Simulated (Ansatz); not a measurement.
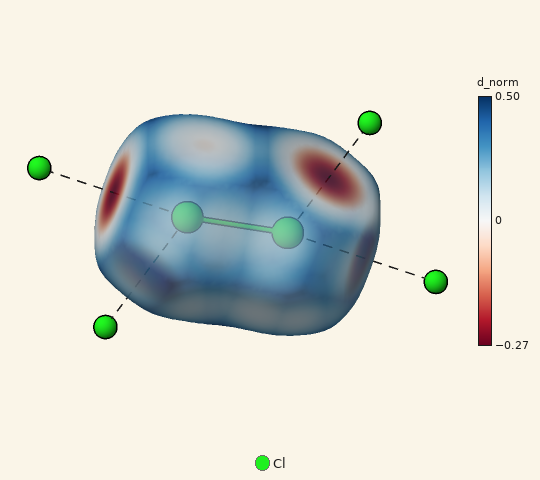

Hirshfeld surface computed for the Cl2 molecule in Cl (Cmce), coloured by d_norm. Dashed lines lead to the closest neighbours outside.

The surface is where the fragment's share of the procrystal density (the sum of the densities of spherically averaged neutral Hartree-Fock atoms) equals one half. d_i and d_e are the distances from the surface to the nearest nucleus inside and outside; d_norm adds both, each measured against its van der Waals radius (Alvarez: Cl 1.82 Å), so red marks contacts shorter than the sum of radii, white equal and blue longer.

Origin of the cell: coordinates from a relaxation with Ansatz, DFT r2SCAN, scalar-relativistic, plane waves, PAW.

```cif
data_structure
_symmetry_space_group_name_H-M 'Cmce'
_symmetry_Int_Tables_number 64
_cell_length_a 6.5392
_cell_length_b 4.1338
_cell_length_c 8.2723
_cell_angle_alpha 90.000
_cell_angle_beta 90.000
_cell_angle_gamma 90.000
_cell_volume 223.62
loop_
_atom_site_label
_atom_site_type_symbol
_atom_site_symmetry_multiplicity
_atom_site_Wyckoff_symbol
_atom_site_fract_x
_atom_site_fract_y
_atom_site_fract_z
_atom_site_occupancy
Cl1 Cl 8 f 0.50000 0.38078 0.10595 1
```

Q: Which contact with the surroundings is the closest relative to the atoms' sizes?

A: Cl···Cl at 3.15 Å, 87 % of the sum of the van der Waals radii.

Q: How is the surface shared among contacts (both directions of a pair summed)?

A: Cl···Cl 100 %.

Q: Give the size and shape of the surface.

A: It encloses about 53 Å³, has an area of about 73 Å² and a globularity of 0.94 (1 for a sphere).
